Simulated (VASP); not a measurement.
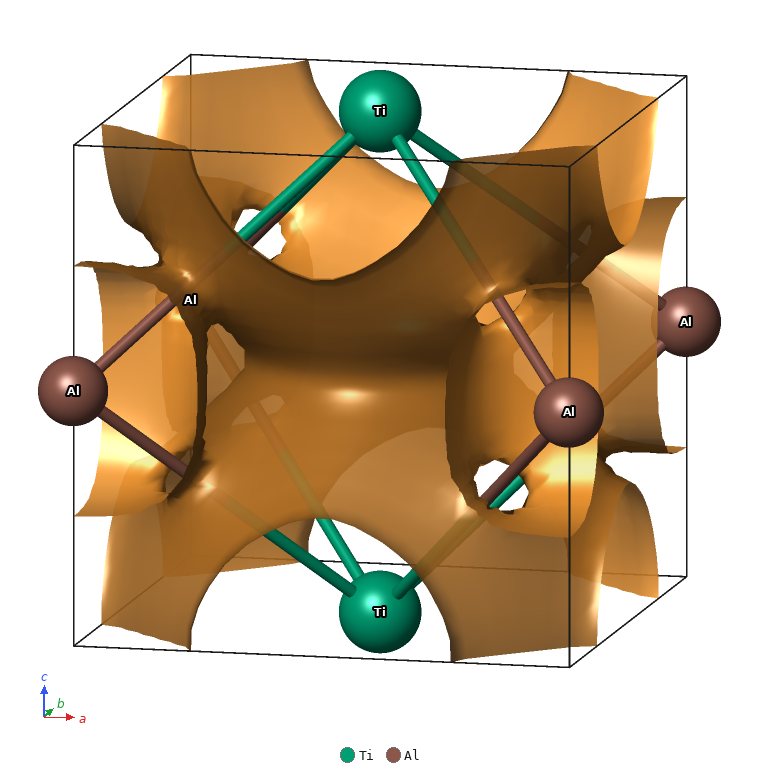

The picture shows: TiAl. Isosurface of the ELF at 0.55 (orange), seen slightly off an axis. Only the valence region is drawn (cores and ρ < 0.01 e/Å³ removed). Sticks mark near contacts.

Space group P4mm; a structure from a database of computed crystals, not necessarily the ambient phase; changed on purpose from its base cell (atoms moved at random by about 0.05 A).

These are results of VASP 6.6.1, Kohn-Sham DFT of a periodic cell, PBE, VASP PAW PBE potentials, recommended, not measurements.

In a PAW calculation such maps are meaningful between the atoms, not at the nuclei.

Describe the localisation domains.

The ELF exceeds this value in one network that runs through the whole crystal, counted in one cell of 2 atoms. Regions shared between cells count once. Along the contacts the grid gives the following. Ti–Al (2.73 Å): the ELF is about 0.25 at the midpoint: no localised pair shows between them. Ti–Al (2.77 Å): the ELF is about 0.25 at the midpoint; no localised pair shows between them.
